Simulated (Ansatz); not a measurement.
System: a (001) slab cut from Si (P6_3/mmc), of composition Si$_{3}$O (not the bulk's), ended by Si planes, 8 atoms in the cell. Starting structure of the relaxation:

```xyz
8
Lattice="3.8249 0.0000 0.0000 -1.9124 3.3125 0.0000 0.0000 0.0000 26.7711" Properties=species:S:1:pos:R:3 pbc="T T T"
Si    1.9124    1.1042    8.5000
Si    0.0000    2.2083    9.2968
Si    0.0000    2.2083   11.6622
Si    1.9124    1.1042   12.4243
Si    1.9124    1.1042   14.8176
Si    0.0000    2.2083   15.4882
O     0.0000    2.2083   17.3682
O     1.0454    2.1105   18.0182
```

Method: DFT PBEsol, scalar-relativistic, plane waves, PAW, spin-polarised, 9×9×1 k mesh, 420 eV cutoff, Gaussian smearing of 0.05 eV (Ansatz).

What does the potential across the slab give for the work function?

The work function is 7.31 eV at the right face and 4.71 eV at the left. The vacuum level is 2.60 eV higher at the right than at the left, so the slab carries a dipole along its normal; the ramp in the vacuum, at or near the edge of the plot, is the dipole correction that keeps each side flat. Some atoms were held fixed in the relaxation, which can itself make the faces differ. The outermost atoms are 8.6 Å apart, which leaves 18.2 Å of vacuum in a cell 26.8 Å high.

The run may have settled in a state above the lowest, so this need not be the ground state. Some starting moments didn't survive the run.

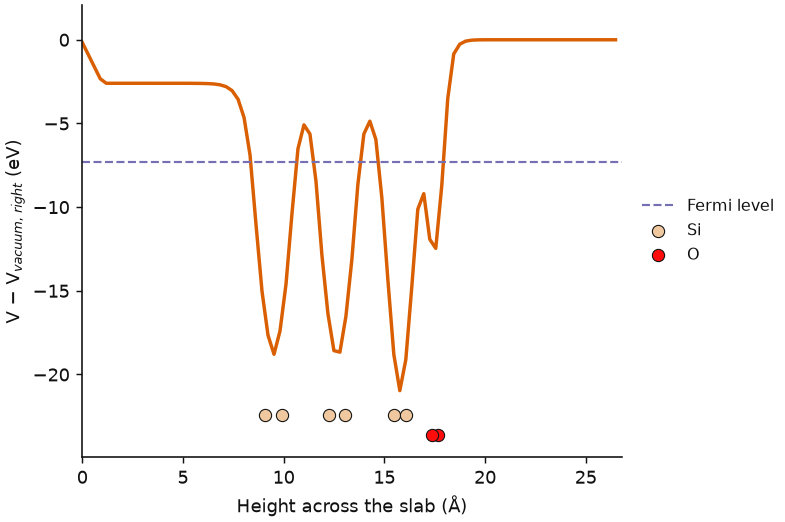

Plane-averaged electrostatic potential energy of an electron across the slab; circles at the bottom mark the heights of the atoms (positions after relaxation).
